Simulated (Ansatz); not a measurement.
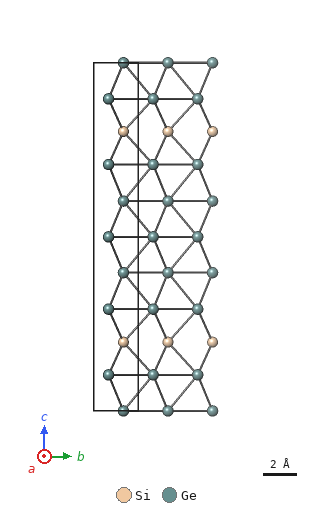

This is the input geometry for a relaxation of crystalline SiGe4 (a generated structure, set up in P-6m2). Style: ball-and-stick. Shown: the cell of the calculation, repeated 1 × 3 × 1 with one cell outlined, along the a axis.

The calculation used DFT PBE, scalar-relativistic, plane waves, PAW (Ansatz 0.2.0).

Input file:
```yaml
crystal:
  lattice:
    - [3.1688936448, 0.0, 0.0]
    - [-1.5844468224, 2.7443423983, 0.0]
    - [0.0, 0.0, 21.4421717413]
  atoms:
    - { symbol: Si, position: [0.3333333333, 0.6666666667, 0.8025103175] }
    - { symbol: Si, position: [0.3333333333, 0.6666666667, 0.1974896825] }
    - { symbol: Ge, position: [0.3333333333, 0.6666666667, 0.6028162149] }
    - { symbol: Ge, position: [0.3333333333, 0.6666666667, 0.0] }
    - { symbol: Ge, position: [0.3333333333, 0.6666666667, 0.3971837851] }
    - { symbol: Ge, position: [0.6666666667, 0.3333333333, 0.7077043918] }
    - { symbol: Ge, position: [0.6666666667, 0.3333333333, 0.8963898209] }
    - { symbol: Ge, position: [0.6666666667, 0.3333333333, 0.1036101791] }
    - { symbol: Ge, position: [0.6666666667, 0.3333333333, 0.2922956082] }
    - { symbol: Ge, position: [0.6666666667, 0.3333333333, 0.5] }
basis:
  ecutwfc: 420
kpoints:
  mp_grid: { grid: [12, 12, 2] }
hamiltonian:
  xc: pbe
scf:
  occupations: { method: gaussian, width: 0.1 }
output:
  forces: true
  stress: true
  eigenvalues: true
  write_density: true
  write_potential: true
  elf: true
  volumetric_format: npy
relax:
  adjacent_minimum: "off"
  f_tol: 0.01
  max_steps: 80
  cell: { stress_tol: 0.05 }
```

Command:
```bash
ansatz run input.yaml --threads 1 --pin off --max-ram 2560MiB --backend cpu --events-out ev --progress --plain --runs-dir out
```

Q: Predict the outcome.

A: After 13 accepted moves (16 points after the start) the energy has fallen by 39.8 meV per atom. The largest force component goes from 0.24 to 0.0036 eV/Å. The pressure goes from 0.36 to 0.01 GPa. The line search rejected the trial step at point 7 of the run. The SCF was repeated twice at an unchanged geometry on a basis and grid sized afresh for the cell, which shifted the energy by 0.6 meV per atom at most. The largest moves relative to the cell, 0.043 Å, are those of Ge3 and Ge5. Ge3 goes along −c. Largest moves by element: Ge 0.043 Å, Si 0.039 Å. The volume changes by −1.2 %, with a = b 3.169 → 2.997 Å (−5.4 %), c 21.442 → 23.694 Å (+10.5 %). Some distances before and after: Ge10–Ge10 3.169 → 2.997 Å, Ge3–Ge6 2.899 → 3.053 Å, Ge4–Ge7 2.878 → 3.030 Å, Si1–Ge7 2.720 → 2.824 Å. Among the angles between lasting bonds that change: Ge8–Si2–Ge9 95.7° → 104.3°, Ge3–Ge10–Ge5 100.6° → 108.3°, Ge8–Si2–Ge8 71.3° → 64.1°. The space group stays P-6m2 (No. 187). Cost: 13 min on 1 thread of Intel(R) Xeon(R) Processor @ 2.70GHz, with other jobs on the host, peak memory 0.69 GiB.

History of the run:

| step | E − E(0), meV/atom | largest force component, eV/Å | pressure, GPa | volume, Å³/atom | note |
| --- | --- | --- | --- | --- | --- |
| 0 | 0.00 | 0.2416 | 0.36 | 18.647 |  |
| 1 | -3.67 | 0.0797 | -0.66 | 19.028 |  |
| 2 | -4.04 | 0.0732 | 0.70 | 18.692 |  |
| 3 | -4.57 | 0.0061 | 0.02 | 18.849 |  |
| 4 | -4.75 | 0.0145 | -0.10 | 18.862 |  |
| 5 | -10.72 | 0.1465 | -0.11 | 18.805 |  |
| 6 | -29.37 | 0.3857 | -0.13 | 18.576 |  |
| 7 | -26.64 | 0.2657 | 0.66 | 18.227 | rejected |
| 8 | -36.96 | 0.0681 | -0.43 | 18.536 |  |
| 9 | -38.95 | 0.0378 | 0.07 | 18.380 |  |
| 10 | -38.99 | 0.0333 | 0.04 | 18.388 |  |
| 11 | -39.15 | 0.0109 | 0.00 | 18.404 |  |
| 12 | -39.16 | 0.0057 | -0.02 | 18.407 |  |
| 13 | -39.16 | 0.0018 | 0.00 | 18.401 |  |
| 14 | -39.77 | 0.0018 | 0.10 | 18.401 | same geometry, new basis |
| 15 | -39.80 | 0.0036 | 0.01 | 18.425 |  |
| 16 | -39.80 | 0.0036 | 0.01 | 18.425 | same geometry, new basis |

The structure at the end:

```xyz
10
Lattice="2.9965 0.0000 0.0000 -1.4983 2.5951 0.0000 0.0000 0.0000 23.6944" Properties=species:S:1:pos:R:3 pbc="T T T"
Si    0.0000    1.7300   18.9759
Si    0.0000    1.7300    4.7186
Ge    0.0000    1.7300   14.2401
Ge    0.0000    1.7300   23.6944
Ge    0.0000    1.7300    9.4544
Ge    1.4983    0.8650   16.7561
Ge    1.4983    0.8650   21.2075
Ge    1.4983    0.8650    2.4870
Ge    1.4983    0.8650    6.9384
Ge    1.4983    0.8650   11.8472
```

After the run, drawn alike:

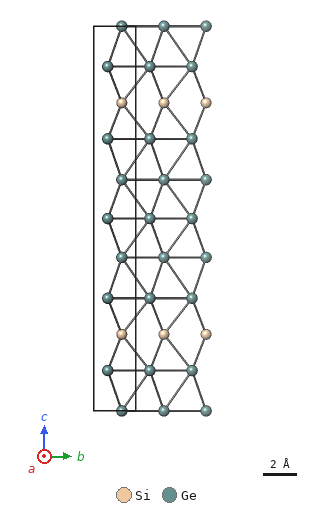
